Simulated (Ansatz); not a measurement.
The calculation's input:

```
crystal:
  lattice:
    - [4.725, 0.0, 0.0]
    - [0.0, 4.725, 0.0]
    - [0.0, 0.0, 4.725]
  atoms:
    - { symbol: Si, position: [0.0, 0.0, 0.0] }
    - { symbol: Si, position: [0.5, 0.5, 0.5] }
    - { symbol: V, position: [0.25, 0.0, 0.5] }
    - { symbol: V, position: [0.75, 0.0, 0.5] }
    - { symbol: V, position: [0.5, 0.25, 0.0] }
    - { symbol: V, position: [0.5, 0.75, 0.0] }
    - { symbol: V, position: [0.0, 0.5, 0.25] }
    - { symbol: V, position: [0.0, 0.5, 0.75] }
scf:
  occupations: { method: gaussian, width: 0.1 }
output:
  forces: true
  stress: true
  eigenvalues: true
  write_density: true
  write_potential: true
  elf: true
  volumetric_format: npy
hamiltonian:
  xc: pbe
relax:
  f_tol: 0.003
  max_steps: 60
  cell: { stress_tol: 0.02 }
kpoints:
  mp_grid: { grid: [12, 12, 12] }
```

Run with:

```sh
ansatz run input.yaml --threads 16 --pin off --max-ram 65536MiB --backend cpu --events-out ev --progress --plain --runs-dir out
```

Below, planes, directions and counts refer to the conventional cell (a = 4.70 Å, b = 4.70 Å, c = 4.70 Å, α = 90.00°, β = 90.00°, γ = 90.00°).

The fields are those of the run's last geometry, not of the input's.

Space group Pm-3n; a generated structure, not necessarily the stable one; computed without spin polarisation.

Computed with DFT PBE, scalar-relativistic, plane waves, PAW (Ansatz).

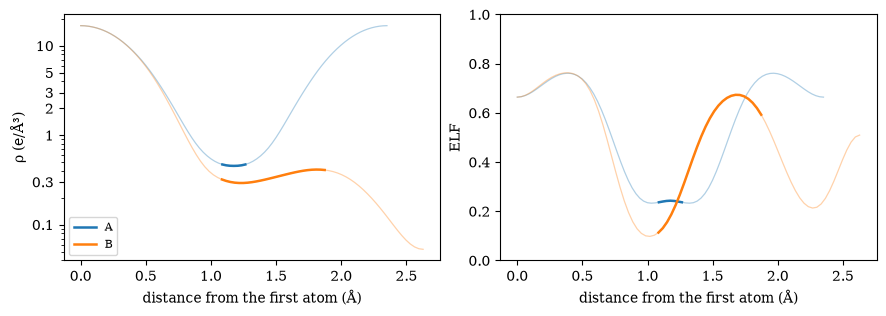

V3Si. Valence charge density (pseudo) and electron localisation function along straight lines between neighbouring atoms. Thin, pale parts lie inside the atomic spheres.

In a PAW calculation such maps are meaningful between the atoms, not at the nuclei.

Question: Which curve belongs to which contact (V–Si and V–V)? The first atom named is at distance zero.

Answer: Curve A: V–V (2.35 Å): the density is about 0.45 e/Å³ at the midpoint; the ELF is about 0.25 at the midpoint: no localised pair shows between them. Curve B: V–Si (2.63 Å): the density is about 0.3 e/Å³ at the midpoint; the ELF peaks at about 0.65 in the valence shell of Si, 1.0 Å from its nucleus, and is about 0.35 at the midpoint.
